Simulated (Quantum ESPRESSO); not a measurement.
```xyz
1
Lattice="2.4518 0.0000 0.0000 0.0000 2.4518 0.0000 0.0000 0.0000 23.8000" Properties=species:S:1:pos:R:3 pbc="T T T"
Ir    0.0000    0.0000    7.0001
```

Method: Kohn-Sham DFT of a periodic cell, PBE, PseudoDojo 0.5 SR PBE standard (Quantum ESPRESSO 7.5).

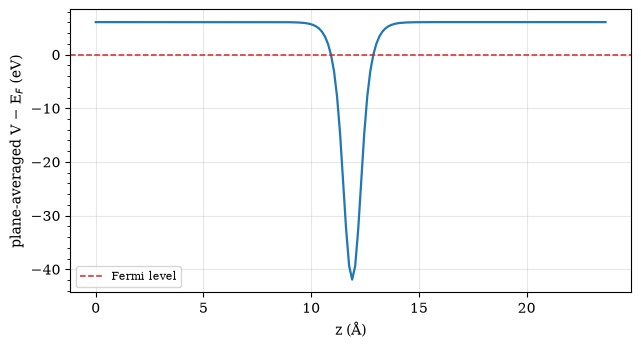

Ir. Plane average of the electrostatic potential (local pseudopotential plus Hartree) felt by an electron across the slab.

Core electrons are replaced by pseudopotentials, and the valence fields are smoothed inside the atomic spheres.

Question: How far above the Fermi level of the calculation is the vacuum level?

Answer: 6.1 eV.

Question: How thick is the slab, and how wide the vacuum?

Answer: The outermost nuclei are 0.0 Å apart, in 1 atomic plane; the vacuum between periodic images is 23.8 Å wide.
